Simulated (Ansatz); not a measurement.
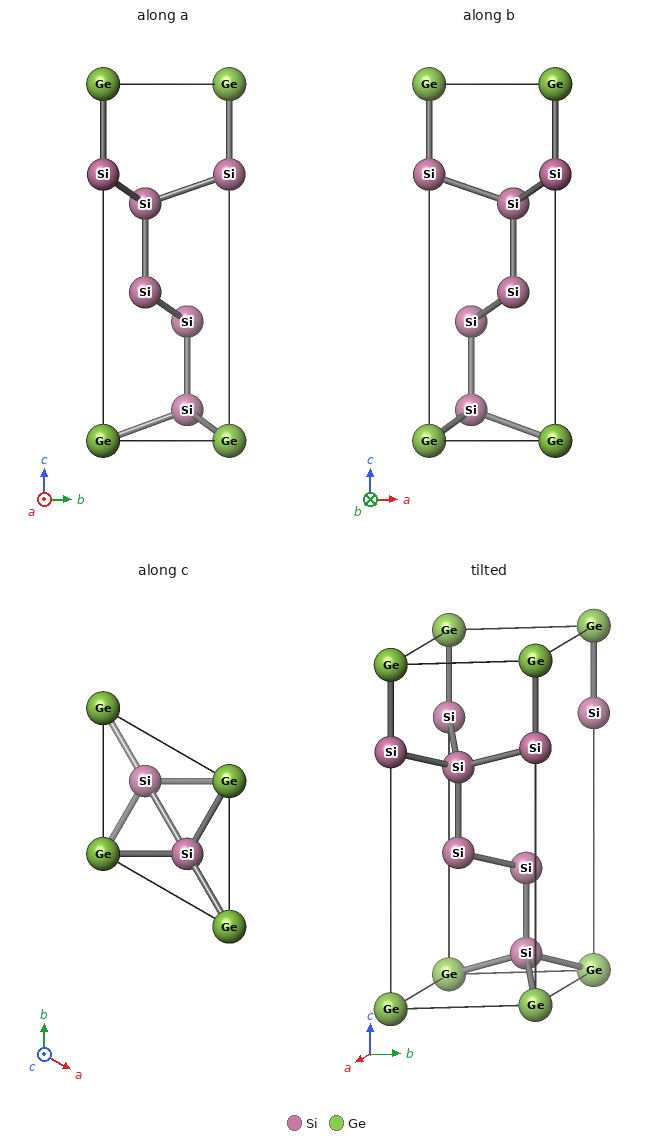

Ball-and-stick model, viewed along the a axis, along the b axis, along the c axis and slightly off an axis. The lines enclose the conventional unit cell; boundary atoms appear with their images.

Lattice parameters: a = 3.873 Å, b = 3.873 Å, c = 9.485 Å, α = 90.00°, β = 90.00°, γ = 120.00°.

Set out the cell and atoms as a table of Wyckoff sites, with free fractional coordinates to two decimals.

Space group P3m1 (No. 156).
```
atom  site       x       y     z
  Si    1a    0.00    0.00  0.75
  Si    1c  0.6667  0.3333  0.42
  Si    1b  0.3333  0.6667  0.09
  Si    1c  0.6667  0.3333  0.67
  Si    1b  0.3333  0.6667  0.33
  Ge    1a    0.00    0.00  0.00
```

The structure was taken from a structure type filled with these elements by a generator (whether the compound takes this form wasn't checked). Earlier steps of the study, as a rule a relaxation of our own, may have changed the cell and positions, so they can lie some per cent off the listed ones. It was the input of a calculation with Ansatz.
